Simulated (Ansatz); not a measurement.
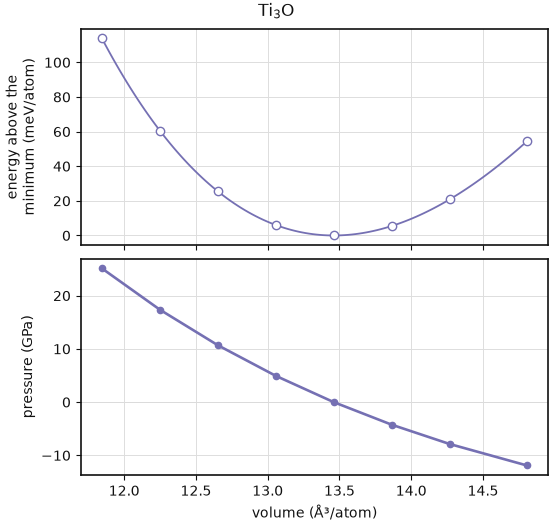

Energy above the minimum and pressure against volume for Ti₃O, space group P6_3/mcm (No. 193).

A third-order Birch–Murnaghan fit gives V0 = 13.46 Å³/atom, B0 = 152 GPa and B′ = 4.0. The energy above the minimum is 113.8 meV/atom at volume 11.845 Å³/atom and 54.4 meV/atom at 14.806 Å³/atom; the lowest computed point is at volume 13.460 Å³/atom (0.0 meV/atom). The pressure falls from 25.12 GPa at volume 11.845 Å³/atom to −11.90 GPa at 14.806 Å³/atom, and changes sign near 13.46 Å³/atom. The solid is metallic at every point.

Method: third-order Birch-Murnaghan fit to density functional energies at scaled volumes of the given relaxed cell, shape and atoms relaxed at each volume; energies count from the fitted minimum; plane waves with PAW datasets, Γ-centred k mesh (Ansatz 0.2.0). Level: PBEsol, no spin polarisation.

wave cutoff 420 eV; k mesh 12×12×8; occupations Gaussian; smearing width 0.1 eV.

The given structure:
```yaml
crystal:
  lattice:
    - [5.06549, 0.00000, 0.00000]
    - [-2.53275, 4.38685, 0.00000]
    - [0.00000, 0.00000, 4.84582]
  atoms:
    - { symbol: Ti, position: [0.00000, 0.67081, 0.75000] }
    - { symbol: Ti, position: [0.00000, 0.32919, 0.25000] }
    - { symbol: Ti, position: [0.67081, 0.00000, 0.75000] }
    - { symbol: Ti, position: [0.67081, 0.67081, 0.25000] }
    - { symbol: Ti, position: [0.32919, 0.32919, 0.75000] }
    - { symbol: Ti, position: [0.32919, 0.00000, 0.25000] }
    - { symbol: O, position: [0.00000, 0.00000, 0.50000] }
    - { symbol: O, position: [0.00000, 0.00000, 0.00000] }
```

Note: no spin polarisation, a magnetic state may lie lower.
